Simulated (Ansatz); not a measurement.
Input file:

```
crystal:
  lattice:
    - [2.4244018269, 1.3997290474, 4.1293458264]
    - [-2.4244018269, 1.3997290474, 4.1293458264]
    - [0.0, -2.7994580947, 4.1293458264]
  atoms:
    - { symbol: B, position: [0.0098735177, 0.6543950551, 0.0098735177] }
    - { symbol: B, position: [0.0098735177, 0.0098735177, 0.6543950551] }
    - { symbol: B, position: [0.6543950551, 0.0098735177, 0.0098735177] }
    - { symbol: B, position: [0.9901264823, 0.3456049449, 0.9901264823] }
    - { symbol: B, position: [0.3456049449, 0.9901264823, 0.9901264823] }
    - { symbol: B, position: [0.9901264823, 0.9901264823, 0.3456049449] }
    - { symbol: B, position: [0.2205060264, 0.6317485072, 0.2205060264] }
    - { symbol: B, position: [0.2205060264, 0.2205060264, 0.6317485072] }
    - { symbol: B, position: [0.6317485072, 0.2205060264, 0.2205060264] }
    - { symbol: B, position: [0.7794939736, 0.3682514928, 0.7794939736] }
    - { symbol: B, position: [0.3682514928, 0.7794939736, 0.7794939736] }
    - { symbol: B, position: [0.7794939736, 0.7794939736, 0.3682514928] }
basis:
  ecutwfc: 500
kpoints:
  mp_grid: { grid: [9, 9, 9] }
hamiltonian:
  xc: r2scan
scf:
  occupations: { method: gaussian, width: 0.02 }
output:
  forces: true
  stress: true
  eigenvalues: true
  write_density: true
  write_potential: true
  elf: true
  volumetric_format: npy
relax:
  adjacent_minimum: "off"
  f_tol: 0.01
  max_steps: 30
  cell: { stress_tol: 0.1, fix: [volume] }
```

Launched as:

```sh
ansatz run input.yaml --threads 4 --pin off --max-ram 10240MiB --backend cpu --events-out ev --progress --plain --runs-dir out
```

Below, planes, directions and counts refer to the conventional cell (a = 4.85 Å, b = 4.85 Å, c = 12.40 Å, α = 90.00°, β = 90.00°, γ = 120.00°).

Space group R-3m; changed on purpose from its base cell (volume × 0.97, shape and atoms relaxed); computed pressure about 7 GPa in this cell.

Theory: DFT r2SCAN, scalar-relativistic, plane waves, PAW in Ansatz.

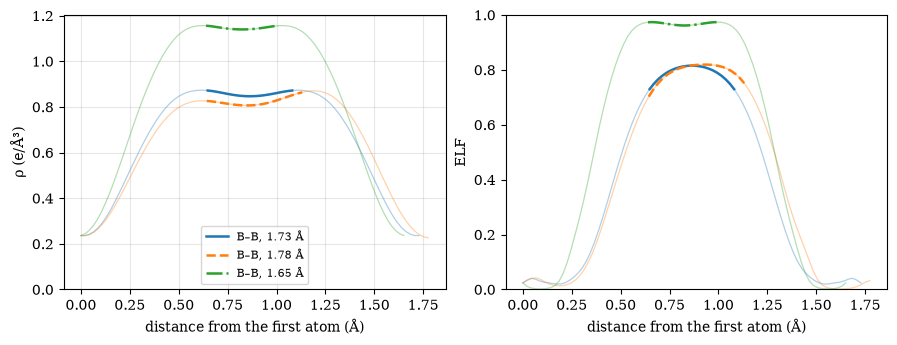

B. Valence electron density and electron localisation function along straight lines between neighbouring atoms. Thin, pale parts lie inside the atomic spheres.

In a PAW calculation such maps are meaningful between the atoms, not at the nuclei.

> What can be read from the curves?

B–B (1.73 Å): the density is about 0.85 e/Å³ at the midpoint; the ELF peaks at about 0.80 between the atoms.
B–B (1.78 Å): the density is about 0.81 e/Å³ at the midpoint; the ELF peaks at about 0.80 between the atoms.
B–B (1.65 Å): the density is about 1.1 e/Å³ at the midpoint; the ELF peaks at about 1 between the atoms.
